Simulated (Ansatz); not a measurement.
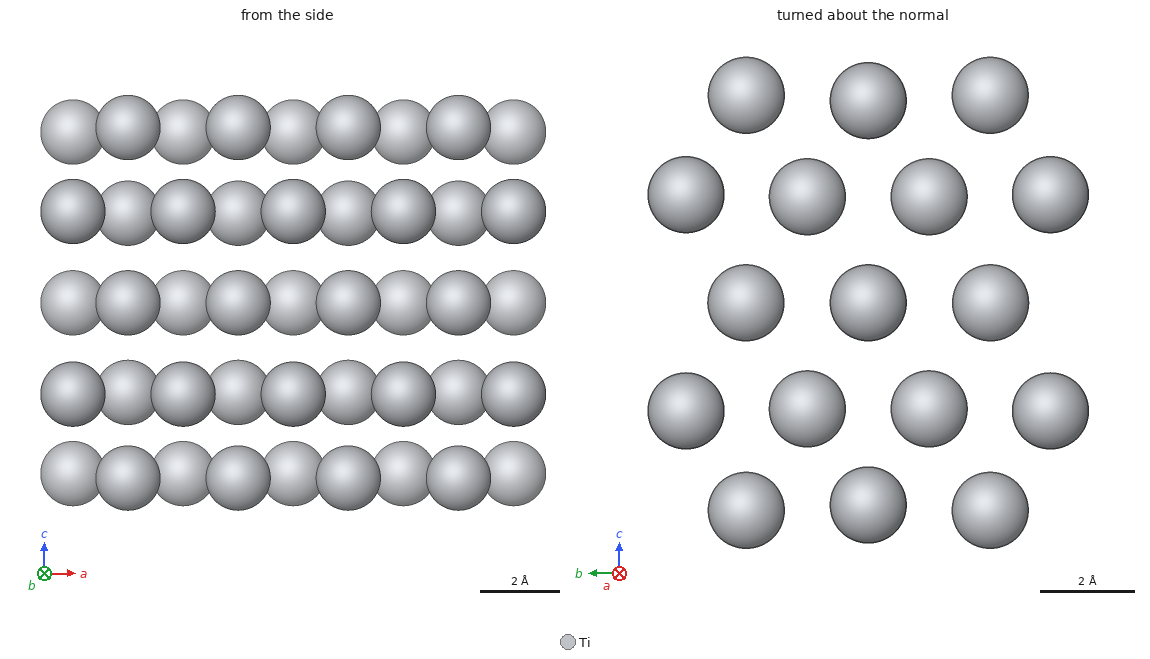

A spheres-only picture of a periodic slab, seen from the side and turned about the normal. The surface normal points up in side views; the vacuum is left out. 4×1 cells are drawn in the plane, with atoms at the edges repeated.

The cell holds 15 Ti. The slab was cut from bulk Ti (P6/mmm).

Question: How far apart are the outermost atoms along the normal?

Answer: About 9 Å from the lowest to the highest atom.

Question: What layers make up the slab, from top to bottom?

Answer: Five planes: Ti / Ti / Ti / Ti / Ti.

Question: What facet is shown?

Answer: (1 1 0).

Computational set-up: DFT PBEsol, scalar-relativistic, plane waves, PAW (Ansatz 0.2.0), a basis cut at 420 eV, a 12×5×1 k-point grid, Gaussian smearing of 0.1 eV, no spin polarisation.

Question: How large is the work function at the top and at the bottom?

Answer: 4.49 eV on both faces.

It derives from a structure listed in the Materials Project, from which a slab was cut. The atoms were relaxed in a fixed cell with DFT PBEsol, scalar-relativistic, plane waves, PAW in Ansatz.
